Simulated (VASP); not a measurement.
## Electronic structure of Ti (slab) in real space

```yaml
crystal:
  lattice:
    - [2.81935, 0.00000, 0.00000]
    - [-0.93978, 2.65811, 0.00000]
    - [0.00000, 0.00000, 21.32597]
  atoms:
    - { symbol: Ti, position: [0.50000, 0.50000, 0.18756] }
    - { symbol: Ti, position: [0.00000, 0.00000, 0.28927] }
    - { symbol: Ti, position: [0.50000, 0.50000, 0.39041] }
```

Computed with Kohn-Sham DFT of a periodic cell, PBE, VASP PAW PBE potentials, recommended in VASP.

Core electrons are frozen (PAW), and the valence fields are smoothed inside the atomic spheres.

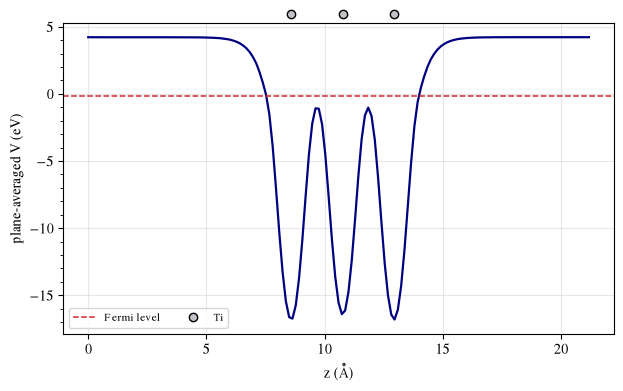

Figure 1. Plane average of the electrostatic potential energy of an electron across the slab. Circles mark the heights of the atoms.

Q: How far above the Fermi level of the calculation is the vacuum level?

A: 4.4 eV.

Q: What are the slab's thickness and the vacuum gap?

A: The outermost nuclei are 4.3 Å apart, in 3 atomic planes; the vacuum between periodic images is 17.0 Å wide.

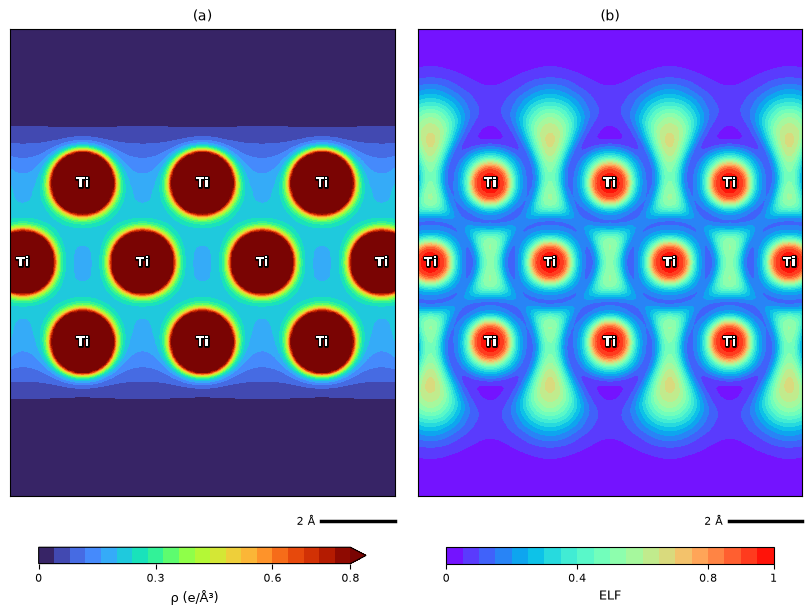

Figure 2. (a) valence pseudo-density; (b) ELF on the (11̄0) plane of the calculation cell, a cut from vacuum to vacuum.

Q: Describe what can be read from this map.

A:
- Atoms in the plane: Ti.
- Ti–Ti (2.70 Å): ρ at the midpoint is about 0.23 e/Å³; the ELF is about 0.20 at the midpoint: no shared electron pair shows on this line.
- The density dies away to nearly zero in the vacuum.
- The features right at Ti lie inside the PAW spheres, where the map follows smoothed inner orbitals and isn't to be read closely.
